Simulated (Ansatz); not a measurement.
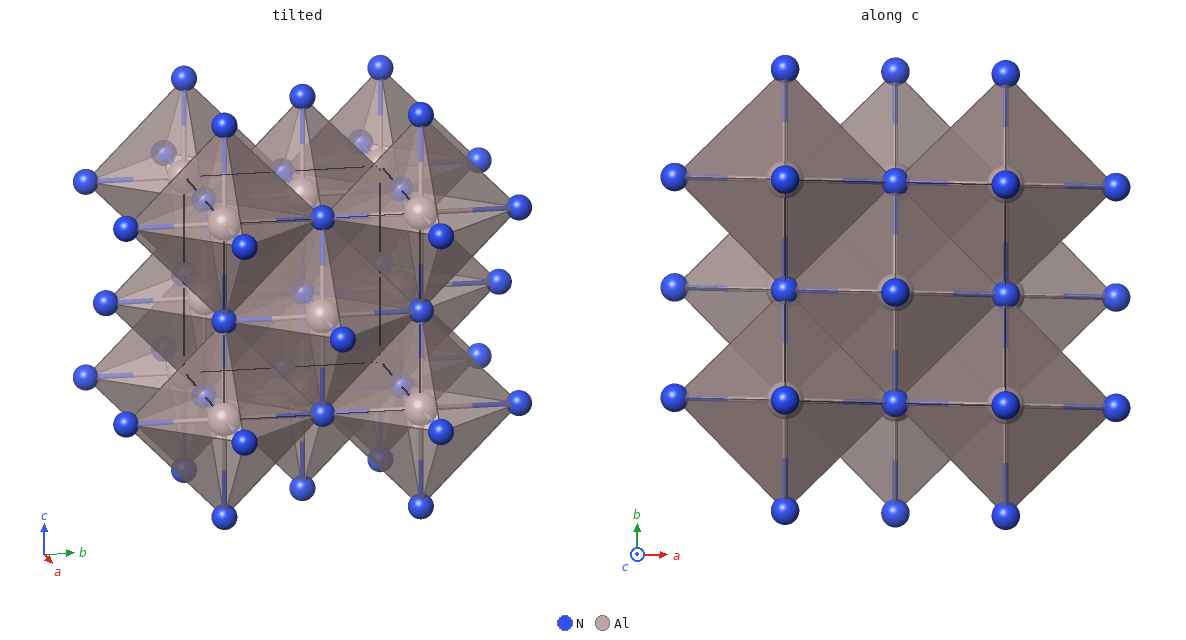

The structure above is drawn in polyhedral style and viewed slightly off an axis and along the c axis. Thin lines show the drawn cell (a repeat of the simulation cell), with boundary atoms drawn in all their periodic places. Some neighbours outside the box are added.

AlN, a = 4.038 Å, b = 4.038 Å, c = 4.038 Å, α = 90.00°, β = 90.00°, γ = 91.31°. Strictly the space group is Immm (No. 71, within 0.01 Å). It is a distorted form of a face-centred cubic structure, space group Fm-3m (No. 225) within 0.25 Å: rock salt (NaCl type). The cell started as a structure type filled with these elements by a generator (whether the compound takes this form wasn't checked). The cell was then strained or its atoms displaced on purpose. A calculation with Ansatz used it as input.

This one geometry was computed with Ansatz (DFT, plane waves, PAW) at three levels of theory: HSE06, r2SCAN and PBE. It was relaxed with r2SCAN and then strained.

Question: Which level gives the highest pressure at this volume, and what does that say about its equilibrium volume?

Answer: Highest: PBE (6.5 GPa), which points to the largest equilibrium volume. Lowest, with the smallest volume: HSE06 (-1.5 GPa). Levels within 0.5 GPa of each other can't be told apart.

Question: How does the band gap change with the level of theory?

Answer: PBE: a gap of 4.33 eV, indirect; r2SCAN: a gap of 5.14 eV, indirect; HSE06: a gap of 5.70 eV, indirect.

Question: Collect the results in a table.

Answer:
| level | cutoff (eV) | k-mesh of the run's cell | gap (eV) | pressure (GPa) |
| --- | --- | --- | --- | --- |
| HSE06 | 420 | 8×8×8 | 5.70 | -1.5 |
| r2SCAN | 500 | 10×10×10 | 5.14 | 0.1 |
| PBE | 420 | 10×10×10 | 4.33 | 6.5 |

Gaps are taken on the k-mesh or band path of each run.
